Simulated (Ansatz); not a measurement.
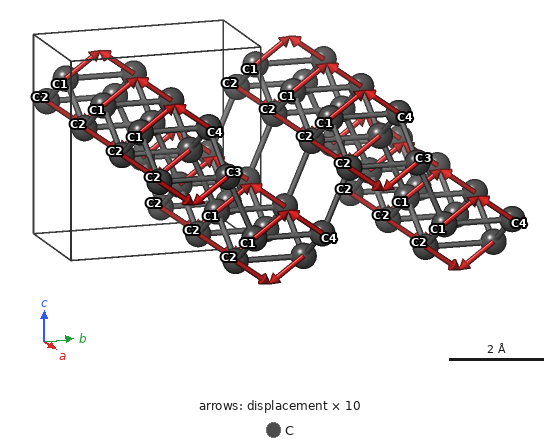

A relaxation of a crystal of C (a generated structure, set up in Imma) (coarse preliminary run). The starting structure is drawn; red arrows show the displacements (the part carried along by the change of the cell is left out), 10 times their true length.

A ball-and-stick model of the conventional cell (2 times the calculation's cell), repeated 3 × 2 × 1 with one cell outlined, seen slightly off an axis. Lengths and directions refer to the drawn axes.

Method: DFT PBE, scalar-relativistic, plane waves, PAW in Ansatz.

The input:
```yaml
crystal:
  lattice:
    - [-1.29864694, 2.12588151, 2.18288971]
    - [1.29864694, -2.12588151, 2.18288971]
    - [1.29864694, 2.12588151, -2.18288971]
  atoms:
    - { symbol: C, position: [0.91153082, 0.340463, 0.57106782] }
    - { symbol: C, position: [0.73060483, 0.659537, 0.07106782] }
    - { symbol: C, position: [0.08846918, 0.659537, 0.42893218] }
    - { symbol: C, position: [0.26939517, 0.340463, 0.92893218] }
basis:
  ecutwfc: 420
kpoints:
  mp_grid: { grid: [8, 8, 8] }
hamiltonian:
  xc: pbe
scf:
  occupations: { method: gaussian, width: 0.1 }
  lower_state_search: "off"
output:
  forces: true
  stress: true
  eigenvalues: true
relax:
  adjacent_minimum: "off"
  f_tol: 0.04
  max_steps: 70
  cell: { stress_tol: 0.4 }
```

Run as
```bash
ansatz run input.yaml --threads 1 --pin off --max-ram 2560MiB --backend cpu --events-out ev --progress --plain --runs-dir out
```

**Describe the change and its energy.**

The largest moves relative to the cell, 0.098 Å, are those of C1, C2, C3 and C4. C1 goes along [0 1 1]. Cell: a 2.597 → 2.547 Å (−1.9 %), b 4.252 → 4.939 Å (+16.2 %), c 4.366 → 4.204 Å (−3.7 %). Volume +9.7 %. Among the contacts that change: C1–C4 1.522 → 1.609 Å, C1–C2 1.520 → 1.546 Å, C1–C3 1.518 → 1.498 Å. Bond angles that change, for instance: C3–C1–C4 113.5° → 125.1°, C2–C1–C2 117.4° → 111.0°. The space group stays Imma (No. 74). The energy falls by 196 meV per atom in 7 accepted moves (10 points after the start). Largest force component: 2.1 eV/Å at the start, 0.00067 eV/Å at the end. The pressure goes from 27.34 to −0.01 GPa. At 3 points the geometry stayed and the basis and grid were re-selected for the new cell (energy shift of 11.5 meV per atom at most each time).
